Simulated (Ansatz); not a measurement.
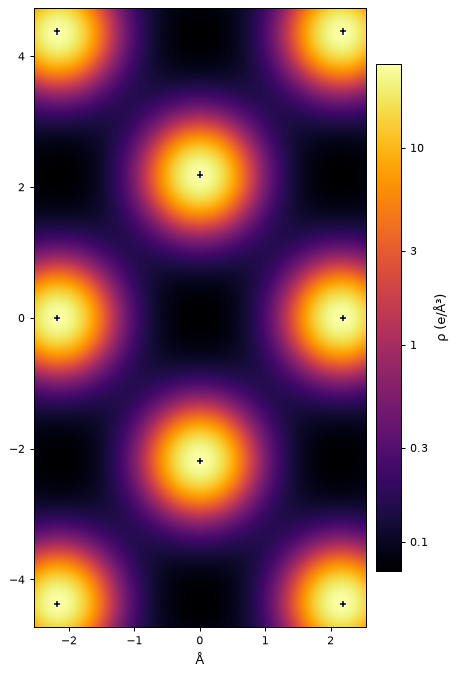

The valence electron density on a plane through atoms (crosses mark nuclei in the plane).

All numbers below come from Ansatz, DFT PBEsol, scalar-relativistic, plane waves, PAW.

Candidates:
A. Cd, a = 4.38 Å, b = 4.38 Å, c = 4.38 Å, α = 90.00°, β = 90.00°, γ = 90.00°. Space group Fm-3m.
B. Ti3Al5, a = 3.88 Å, b = 3.88 Å, c = 8.30 Å, α = 90.00°, β = 90.00°, γ = 90.00°. Space group P4/mmm; a structure from a database of computed crystals, not necessarily the ambient phase; computed without spin polarisation.
C. CrO2, a = 4.49 Å, b = 4.49 Å, c = 2.92 Å, α = 90.00°, β = 90.00°, γ = 90.00°. Space group P4₂/mnm; changed on purpose from its base cell (volume × 1.06, shape and atoms relaxed); computed pressure about −13 GPa in this cell; spin-polarised.

Which candidate gave the map?

Answer. Candidate A: Cd on the (100) plane of the conventional cell, which holds Cd. Cd–Cd (3.10 Å): ρ at the midpoint is about 0.16 e/Å³.
